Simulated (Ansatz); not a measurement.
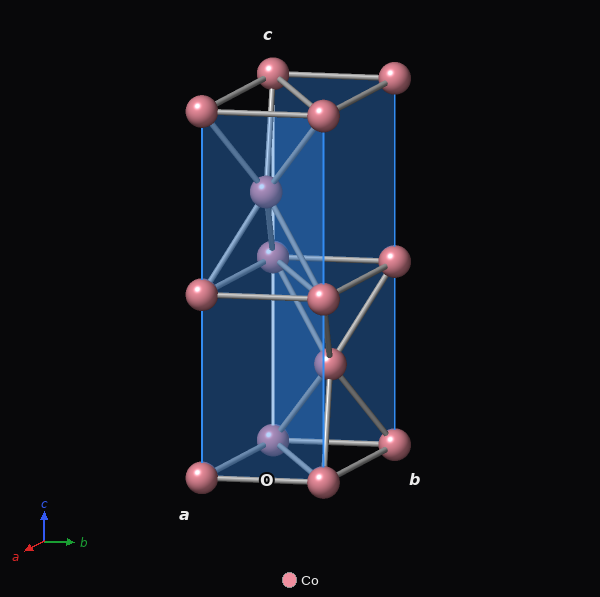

Every member of one family of equally spaced planes, hx + ky + lz = a whole number, that cuts the unit cell is shaded (one member passes through the origin O). Crystal: Co, coordinates from a relaxation at a target pressure of 8 GPa with DFT PBEsol, scalar-relativistic, plane waves, PAW in Ansatz 0.2.0. Geometry calculated from the standardised cell; symmetry tolerance 0.002 Å.

a = 2.431 Å, b = 2.431 Å, c = 7.881 Å, α = 90.00°, β = 90.00°, γ = 120.00°.

> Index the planes.

(1 0 0), in four indices (1 0 −1 0); the opposite sign names the same planes. The member next to the origin meets the axes a at 1, b never, c never.

> What is the spacing?

d = 2.105 Å.

> Which atoms of the cell lie in these planes (within 0.03 Å)?

2 of the 4 Co.

> The space group is P6₃/mmc (No. 194). How many reflections hkl are equivalent to this one (itself included), and does it occur?

6 reflections are equivalent in the Laue class 6/mmm. The space group allows the reflection.
